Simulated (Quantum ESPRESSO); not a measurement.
# Band-structure run, with input and output: TiNi (part 2 of 3)

TiNi (Pm-3m, 2 atoms in the cell); Kohn-Sham DFT of a periodic cell, PBEsol, GBRV 1.5 PBEsol, spin-polarised (Quantum ESPRESSO 7.5); cutoff 612.26 eV, 9×9×9 k-mesh, fermi-dirac of 0.05 eV, collinear spins. The structure derives from a Materials Project entry.

Geometry of the input (Å; fractional positions):
```
2.9881  0.0000  0.0000
0.0000  2.9881  0.0000
0.0000  0.0000  2.9881
Ni 0.0000  0.0000  0.0000
Ti 0.5000  0.5000  0.5000
```

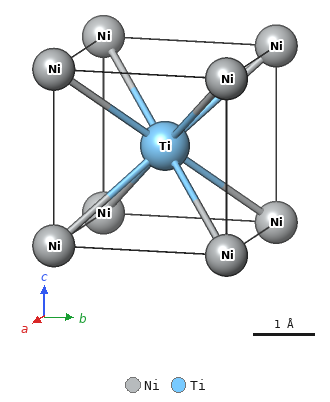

The structure as given in the input (ball-and-stick view of the cell of the calculation, seen slightly off an axis). An atom can appear more than once, as a periodic image.

The program's output, continued
```
     total energy              =    -462.29038036 Ry
     estimated scf accuracy    <       0.03809529 Ry

     total magnetization       =     0.28 Bohr mag/cell
     absolute magnetization    =     0.28 Bohr mag/cell

     iteration # 12     ecut=    45.00 Ry     beta= 0.30
     Davidson diagonalization with overlap
     ethr =  7.70E-05,  avg # of iterations =  1.0

     negative rho (up, down):  2.929E-04 3.557E-04

     total energy              =    -462.28523525 Ry
     estimated scf accuracy    <       0.07993684 Ry

     total magnetization       =     0.27 Bohr mag/cell
     absolute magnetization    =     0.27 Bohr mag/cell

     iteration # 13     ecut=    45.00 Ry     beta= 0.30
     Davidson diagonalization with overlap
     ethr =  7.70E-05,  avg # of iterations =  1.0

     negative rho (up, down):  3.015E-04 3.451E-04

     total energy              =    -462.28357997 Ry
     estimated scf accuracy    <       0.01938562 Ry

     total magnetization       =     0.33 Bohr mag/cell
     absolute magnetization    =     0.33 Bohr mag/cell

     iteration # 14     ecut=    45.00 Ry     beta= 0.30
     Davidson diagonalization with overlap
     ethr =  6.46E-05,  avg # of iterations =  1.0

     negative rho (up, down):  2.974E-04 3.510E-04

     total energy              =    -462.28498363 Ry
     estimated scf accuracy    <       0.00147083 Ry

     total magnetization       =     0.22 Bohr mag/cell
     absolute magnetization    =     0.22 Bohr mag/cell

     iteration # 15     ecut=    45.00 Ry     beta= 0.30
     Davidson diagonalization with overlap
     ethr =  4.90E-06,  avg # of iterations =  2.0

     negative rho (up, down):  3.142E-04 3.331E-04

     total energy              =    -462.28413832 Ry
     estimated scf accuracy    <       0.01165723 Ry

     total magnetization       =     0.27 Bohr mag/cell
     absolute magnetization    =     0.27 Bohr mag/cell

     iteration # 16     ecut=    45.00 Ry     beta= 0.30
     Davidson diagonalization with overlap
     ethr =  4.90E-06,  avg # of iterations =  1.6

     negative rho (up, down):  3.082E-04 3.397E-04

     total energy              =    -462.28548475 Ry
     estimated scf accuracy    <       0.00096834 Ry

     total magnetization       =     0.08 Bohr mag/cell
     absolute magnetization    =     0.08 Bohr mag/cell

     iteration # 17     ecut=    45.00 Ry     beta= 0.30
     Davidson diagonalization with overlap
     ethr =  3.23E-06,  avg # of iterations =  1.0

     negative rho (up, down):  3.095E-04 3.393E-04

     total energy              =    -462.28578943 Ry
     estimated scf accuracy    <       0.00068269 Ry

     total magnetization       =     0.15 Bohr mag/cell
     absolute magnetization    =     0.15 Bohr mag/cell

     iteration # 18     ecut=    45.00 Ry     beta= 0.30
     Davidson diagonalization with overlap
     ethr =  2.28E-06,  avg # of iterations =  1.0

     negative rho (up, down):  3.203E-04 3.273E-04

     total energy              =    -462.28554588 Ry
     estimated scf accuracy    <       0.00142665 Ry

     total magnetization       =     0.14 Bohr mag/cell
     absolute magnetization    =     0.14 Bohr mag/cell

     iteration # 19     ecut=    45.00 Ry     beta= 0.30
     Davidson diagonalization with overlap
     ethr =  2.28E-06,  avg # of iterations =  1.0

     negative rho (up, down):  3.209E-04 3.273E-04

     total energy              =    -462.28581881 Ry
     estimated scf accuracy    <       0.00028171 Ry

     total magnetization       =     0.02 Bohr mag/cell
     absolute magnetization    =     0.03 Bohr mag/cell

     iteration # 20     ecut=    45.00 Ry     beta= 0.30
     Davidson diagonalization with overlap
     ethr =  9.39E-07,  avg # of iterations =  1.0

     negative rho (up, down):  3.173E-04 3.316E-04

     total energy              =    -462.28578181 Ry
     estimated scf accuracy    <       0.00191675 Ry

     total magnetization       =     0.02 Bohr mag/cell
     absolute magnetization    =     0.03 Bohr mag/cell

     iteration # 21     ecut=    45.00 Ry     beta= 0.30
     Davidson diagonalization with overlap
     ethr =  9.39E-07,  avg # of iterations =  1.0

     negative rho (up, down):  3.179E-04 3.288E-04

     total energy              =    -462.28564662 Ry
     estimated scf accuracy    <       0.00115072 Ry

     total magnetization       =     0.07 Bohr mag/cell
     absolute magnetization    =     0.07 Bohr mag/cell

     iteration # 22     ecut=    45.00 Ry     beta= 0.30
     Davidson diagonalization with overlap
     ethr =  9.39E-07,  avg # of iterations =  1.1

     negative rho (up, down):  3.209E-04 3.257E-04

     total energy              =    -462.28573341 Ry
     estimated scf accuracy    <       0.00000353 Ry

     total magnetization       =     0.05 Bohr mag/cell
     absolute magnetization    =     0.05 Bohr mag/cell

     iteration # 23     ecut=    45.00 Ry     beta= 0.30
     Davidson diagonalization with overlap
     ethr =  1.18E-08,  avg # of iterations =  2.0

     negative rho (up, down):  3.223E-04 3.242E-04

     total energy              =    -462.28574101 Ry
     estimated scf accuracy    <       0.00001476 Ry

     total magnetization       =     0.03 Bohr mag/cell
     absolute magnetization    =     0.03 Bohr mag/cell

     iteration # 24     ecut=    45.00 Ry     beta= 0.30
     Davidson diagonalization with overlap
     ethr =  1.18E-08,  avg # of iterations =  1.6

     negative rho (up, down):  3.224E-04 3.239E-04

     total energy              =    -462.28574474 Ry
     estimated scf accuracy    <       0.00000016 Ry

     total magnetization       =     0.01 Bohr mag/cell
     absolute magnetization    =     0.01 Bohr mag/cell

     iteration # 25     ecut=    45.00 Ry     beta= 0.30
     Davidson diagonalization with overlap
     ethr =  5.31E-10,  avg # of iterations =  1.7

     negative rho (up, down):  3.227E-04 3.235E-04

     total energy              =    -462.28574485 Ry
     estimated scf accuracy    <       0.00000010 Ry

     total magnetization       =     0.01 Bohr mag/cell
     absolute magnetization    =     0.01 Bohr mag/cell

     iteration # 26     ecut=    45.00 Ry     beta= 0.30
     Davidson diagonalization with overlap
     ethr =  3.22E-10,  avg # of iterations =  2.0

     negative rho (up, down):  3.231E-04 3.232E-04

     total energy              =    -462.28574508 Ry
     estimated scf accuracy    <          9.8E-09 Ry

     total magnetization       =     0.00 Bohr mag/cell
     absolute magnetization    =     0.00 Bohr mag/cell

     iteration # 27     ecut=    45.00 Ry     beta= 0.30
     Davidson diagonalization with overlap
     ethr =  3.26E-11,  avg # of iterations =  2.0

     negative rho (up, down):  3.232E-04 3.231E-04

     total energy              =    -462.28574516 Ry
     estimated scf accuracy    <          1.6E-09 Ry

     total magnetization       =     0.00 Bohr mag/cell
     absolute magnetization    =     0.00 Bohr mag/cell

     iteration # 28     ecut=    45.00 Ry     beta= 0.30
     Davidson diagonalization with overlap
     ethr =  5.28E-12,  avg # of iterations =  2.0

     negative rho (up, down):  3.231E-04 3.231E-04

     Magnetic moment per site  (integrated on atomic sphere of radius R)
     atom   1 (R=0.357)  charge= 16.9757  magn= -0.0000
     atom   2 (R=0.357)  charge=  9.9921  magn= -0.0001

     End of self-consistent calculation

 ------ SPIN UP ------------

          k = 0.0000 0.0000 0.0000 (   925 PWs)   bands (ev):

   -87.0576 -47.5929 -47.5929 -47.5929 -40.6619 -16.8696 -16.8696 -16.8696
     8.3432  12.3045  12.3045  14.2256  14.2256  14.2256  16.6867  16.6867
    18.8653  18.8653  18.8653  24.8535  24.8535  24.8535  31.3699  31.3699
    34.7724

          k = 0.0000 0.0000 0.1111 (   916 PWs)   bands (ev):

   -87.0575 -47.5947 -47.5927 -47.5927 -40.6579 -16.9058 -16.8669 -16.8669
     8.5854  12.4022  12.4025  14.2090  14.2090  14.2590  16.5843  16.7231
    18.5512  18.5512  18.8249  23.7683  25.4078  25.4078  31.2330  31.9840
    35.6030

          k = 0.0000 0.0000 0.2222 (   912 PWs)   bands (ev):

   -87.0573 -47.5993 -47.5924 -47.5924 -40.6478 -16.9968 -16.8601 -16.8601
     9.2817  12.6314  12.6771  14.1710  14.1710  14.3464  16.2955  16.7273
    17.8916  17.8916  18.7196  21.8665  26.7934  26.7934  30.8606  32.4124
    35.5886

          k = 0.0000 0.0000 0.3333 (   912 PWs)   bands (ev):

   -87.0570 -47.6045 -47.5920 -47.5920 -40.6363 -17.0988 -16.8524 -16.8524
    10.3354  12.7974  13.0633  14.1363  14.1363  14.4512  15.8894  16.3694
    17.2774  17.2774  18.5942  20.5261  28.6316  28.6316  30.4114  32.4586
    35.1518

          k = 0.0000 0.0000 0.4444 (   904 PWs)   bands (ev):

   -87.0569 -47.6079 -47.5917 -47.5917 -40.6287 -17.1647 -16.8473 -16.8473
    11.5187  12.5746  13.3969  14.1196  14.1196  14.5233  15.5406  15.7262
    16.9225  16.9225  18.5086  20.1045  30.1150  30.6975  30.6975  32.4761
    33.0239

          k = 0.0000 0.1111 0.1111 (   917 PWs)   bands (ev):

   -87.0574 -47.5947 -47.5944 -47.5926 -40.6540 -16.9055 -16.9000 -16.8641
     8.8212  12.4864  12.5070  14.1390  14.1829  14.3247  16.5773  16.7019
    18.2281  18.3029  18.8091  23.9974  24.5349  25.8908  31.4492  32.5713
    35.8225

          k = 0.0000 0.1111 0.2222 (   921 PWs)   bands (ev):

   -87.0572 -47.5991 -47.5941 -47.5922 -40.6441 -16.9930 -16.8949 -16.8572
     9.4965  12.6989  12.7743  14.0660  14.1230  14.3824  16.3785  16.7084
    17.6016  17.8088  18.7227  22.2047  25.5374  27.1476  31.2086  33.3896
    34.5216

          k = 0.0000 0.1111 0.3333 (   910 PWs)   bands (ev):

   -87.0569 -47.6043 -47.5937 -47.5918 -40.6329 -17.0940 -16.8863 -16.8492
    10.5077  12.8555  13.1210  14.0303  14.0773  14.3879  16.0680  16.2853
    17.2381  17.3783  18.6033  20.7030  26.9830  28.8713  30.7778  32.8482
    34.0671

          k = 0.0000 0.1111 0.4444 (   911 PWs)   bands (ev):

   -87.0568 -47.6076 -47.5934 -47.5916 -40.6255 -17.1591 -16.8806 -16.8441
    11.6150  12.6320  13.4119  14.0325  14.1040  14.3543  15.6333  15.8099
    17.0592  17.1552  18.5172  20.1123  28.2953  30.3933  30.8203  31.5740
    33.2435

          k = 0.0000 0.2222 0.2222 (   915 PWs)   bands (ev):

   -87.0570 -47.5989 -47.5982 -47.5919 -40.6348 -16.9893 -16.9765 -16.8498
    10.0990  12.7906  13.0865  13.9140  14.0313  14.3415  16.4425  16.7527
    17.0495  17.6768  18.6947  22.2946  24.2644  28.1217  30.9180  32.8238
    35.2304

          k = 0.0000 0.2222 0.3333 (   912 PWs)   bands (ev):

   -87.0567 -47.6036 -47.5980 -47.5915 -40.6242 -17.0818 -16.9713 -16.8413
    10.9520  12.8015  13.4498  13.8212  14.0439  14.1874  16.1847  16.4767
    17.0947  17.6331  18.6165  20.9633  25.0215  29.5249  29.7127  31.9562
    34.2977

          k = 0.0000 0.2222 0.4444 (   908 PWs)   bands (ev):

   -87.0565 -47.6069 -47.5976 -47.5912 -40.6173 -17.1452 -16.9641 -16.8358
    11.7708  12.5950  13.6400  13.8205  14.0148  14.3729  15.5489  16.3780
    17.2250  17.6597  18.5375  20.0868  26.2077  28.2566  31.0589  31.5428
    33.7597

          k = 0.0000 0.3333 0.3333 (   916 PWs)   bands (ev):

   -87.0564 -47.6031 -47.6026 -47.5911 -40.6144 -17.0722 -17.0625 -16.8323
    11.4546  12.6165  13.6518  13.9215  13.9423  14.2426  16.1955  16.8019
    16.9601  17.9329  18.6045  20.6079  24.2673  27.8903  30.4209  31.8748
    33.3148

          k = 0.0000 0.3333 0.4444 (   916 PWs)   bands (ev):

   -87.0563 -47.6061 -47.6024 -47.5909 -40.6079 -17.1292 -17.0580 -16.8264
    11.7787  12.4289  13.5993  13.7053  14.2093  14.9298  15.7852  16.8950
    17.1546  18.1585  18.5581  19.8796  24.7619  26.3467  31.2243  31.7608
    32.7785

          k = 0.0000 0.4444 0.4444 (   912 PWs)   bands (ev):

   -87.0561 -47.6055 -47.6055 -47.5906 -40.6018 -17.1195 -17.1180 -16.8202
    11.7104  12.3147  13.4788  13.5140  14.7777  15.3029  16.4377  16.7223
    17.2183  18.4679  18.5641  19.4890  24.2347  25.1210  31.2856  31.9263
    32.1123

          k = 0.1111 0.1111 0.1111 (   919 PWs)   bands (ev):

   -87.0574 -47.5946 -47.5943 -47.5943 -40.6502 -16.9047 -16.8972 -16.8972
     9.0518  12.5886  12.5886  14.1120  14.1120  14.3562  16.6398  16.6398
    17.8690  18.4781  18.4781  24.5061  24.5061  25.0837  32.5050  32.5050
    35.7605

          k = 0.1111 0.1111 0.2222 (   917 PWs)   bands (ev):

   -87.0571 -47.5989 -47.5941 -47.5939 -40.6405 -16.9893 -16.8934 -16.8902
     9.7095  12.8150  12.8236  14.0164  14.0436  14.3476  16.4660  16.6947
    17.4904  17.7959  18.5221  22.5791  25.7016  25.9246  32.2059  33.7499
    34.4789

          k = 0.1111 0.1111 0.3333 (   908 PWs)   bands (ev):

   -87.0568 -47.6040 -47.5936 -47.5935 -40.6295 -17.0893 -16.8840 -16.8821
    10.6847  12.9693  13.1249  13.9582  13.9999  14.2844  16.2284  16.2930
    17.1699  17.4970  18.5152  20.9549  27.0956  27.2185  31.5325  32.7803
    33.9407

          k = 0.1111 0.1111 0.4444 (   913 PWs)   bands (ev):

   -87.0567 -47.6074 -47.5933 -47.5932 -40.6222 -17.1539 -16.8777 -16.8768
    11.7283  12.7210  13.3905  13.8765  14.1457  14.2451  15.6200  16.0363
    16.8140  17.6631  18.4991  20.1716  28.2066  28.6615  30.8271  30.8406
    33.9478

          k = 0.1111 0.2222 0.2222 (   916 PWs)   bands (ev):

   -87.0569 -47.5987 -47.5981 -47.5936 -40.6313 -16.9851 -16.9735 -16.8838
    10.3054  12.9170  13.1233  13.8754  13.9428  14.2026  16.5365  16.7409
    17.2314  17.6581  18.3466  22.8071  24.3520  26.5887  31.7648  33.7858
    34.0092

          k = 0.1111 0.2222 0.3333 (   911 PWs)   bands (ev):

   -87.0566 -47.6034 -47.5978 -47.5932 -40.6208 -17.0775 -16.9679 -16.8748
    11.1424  12.9449  13.4231  13.7748  13.9381  14.0523  16.2736  16.5816
    17.0559  17.7814  18.3939  21.3773  25.1133  27.6403  30.0395  32.6059
    33.8709

          k = 0.1111 0.2222 0.4444 (   913 PWs)   bands (ev):

   -87.0564 -47.6067 -47.5974 -47.5929 -40.6139 -17.1405 -16.9608 -16.8689
    11.9288  12.7317  13.5436  13.7254  13.9424  14.3602  15.5764  16.5480
    16.8038  18.2551  18.4826  20.2830  26.2661  28.3721  28.7635  31.2114
    33.7634

          k = 0.1111 0.3333 0.3333 (   914 PWs)   bands (ev):

   -87.0564 -47.6029 -47.6024 -47.5928 -40.6110 -17.0680 -17.0592 -16.8655
    11.6538  12.7557  13.6175  13.8045  13.9218  14.1010  16.2134  16.6554
    17.1000  18.1762  18.4180  21.1526  24.2497  28.0082  28.3885  32.4157
    33.2748

          k = 0.1111 0.3333 0.4444 (   925 PWs)   bands (ev):

   -87.0562 -47.6059 -47.6022 -47.5925 -40.6045 -17.1252 -17.0546 -16.8594
    11.9628  12.5712  13.5603  13.6376  14.1502  14.8181  15.7152  16.6281
    17.1220  18.5445  18.7742  20.2453  24.7351  26.4269  29.1438  31.4636
    32.6932

          k = 0.1111 0.4444 0.4444 (   919 PWs)   bands (ev):

   -87.0560 -47.6054 -47.6053 -47.5922 -40.5983 -17.1159 -17.1145 -16.8532
    11.8965  12.4574  13.4547  13.4835  14.7548  15.2257  16.0741  16.2330
    17.3138  18.9173  19.1121  19.8306  24.1409  25.1206  29.7342  31.3854
    31.6129

          k = 0.2222 0.2222 0.2222 (   913 PWs)   bands (ev):

   -87.0566 -47.5984 -47.5977 -47.5977 -40.6224 -16.9781 -16.9657 -16.9657
    10.8764  13.2194  13.2194  13.7790  13.7790  13.8840  16.6895  16.6895
    17.6240  17.7138  17.7138  23.9471  23.9471  25.0987  32.0834  32.0834
    33.7016

          k = 0.2222 0.2222 0.3333 (   920 PWs)   bands (ev):

   -87.0564 -47.6029 -47.5975 -47.5973 -40.6122 -17.0666 -16.9612 -16.9570
    11.6468  13.2736  13.3380  13.6669  13.7259  13.8389  16.3625  16.5618
    17.2498  18.1133  18.1696  22.1630  25.2944  25.5372  30.2561  30.5849
    33.1624

          k = 0.2222 0.2222 0.4444 (   921 PWs)   bands (ev):

   -87.0562 -47.6060 -47.5972 -47.5970 -40.6055 -17.1287 -16.9533 -16.9512
    12.2914  12.9474  13.4370  13.5756  13.7842  14.3685  15.5792  16.4162
    17.0670  18.4085  19.0433  20.7207  26.2820  26.6120  28.7182  28.8896
    33.2715

          k = 0.2222 0.3333 0.3333 (   924 PWs)   bands (ev):

   -87.0561 -47.6024 -47.6020 -47.5969 -40.6023 -17.0572 -17.0508 -16.9490
    12.2087  13.0725  13.5368  13.5834  13.7792  13.8553  16.1979  16.2982
    17.5364  18.2475  18.7636  22.3148  24.1903  25.9952  28.3684  30.6743
    31.3043

          k = 0.2222 0.3333 0.4444 (   923 PWs)   bands (ev):

   -87.0559 -47.6054 -47.6018 -47.5966 -40.5958 -17.1152 -17.0458 -16.9425
    12.4716  12.8879  13.4777  13.5192  13.9408  14.5545  15.5673  16.1295
    17.5761  18.6078  19.7032  21.1099  24.6389  26.4419  27.1574  29.3783
    31.4213

          k = 0.2222 0.4444 0.4444 (   930 PWs)   bands (ev):
```
